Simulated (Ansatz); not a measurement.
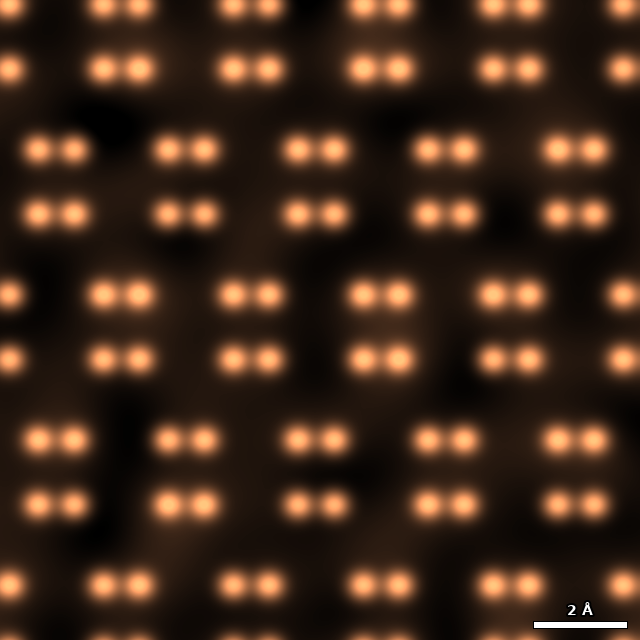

Dark-field STEM-like image of Cu (Ia-3, No. 206). Simulated incoherent Z contrast: every atom adds Z^1.7 spread by a probe of 0.50 Å full width; channelling and multiple scattering are left out. The probe carries 25 % of its weight in a tail 2.5 times as wide. The speckle of an amorphous layer was added. Structure: the geometry relaxed with Ansatz 0.2.0, DFT PBE, scalar-relativistic, plane waves, PAW; the starting structure was generated, so it need not be a known form of this composition.

```cif
data_structure
_symmetry_space_group_name_H-M 'Ia-3'
_symmetry_Int_Tables_number 206
_cell_length_a 6.3543
_cell_length_b 6.3543
_cell_length_c 6.3543
_cell_angle_alpha 90.000
_cell_angle_beta 90.000
_cell_angle_gamma 90.000
_cell_volume 256.56
loop_
_atom_site_label
_atom_site_type_symbol
_atom_site_symmetry_multiplicity
_atom_site_Wyckoff_symbol
_atom_site_fract_x
_atom_site_fract_y
_atom_site_fract_z
_atom_site_occupancy
Cu1 Cu 16 c 0.11144 0.11144 0.11144 1
```

Along which zone axis is the crystal seen: [001], [221], [210] or [111]? (Directions equivalent by symmetry count as one.)

[210]. The projected cells are 3.18 × 3.18 Å, 90° for [001]; 1.50 × 4.49 Å, 90° for [221]; 2.84 × 3.48 Å, 114° for [210]; 5.19 × 5.19 Å, 120° for [111], and the image repeats as the [210] one does.
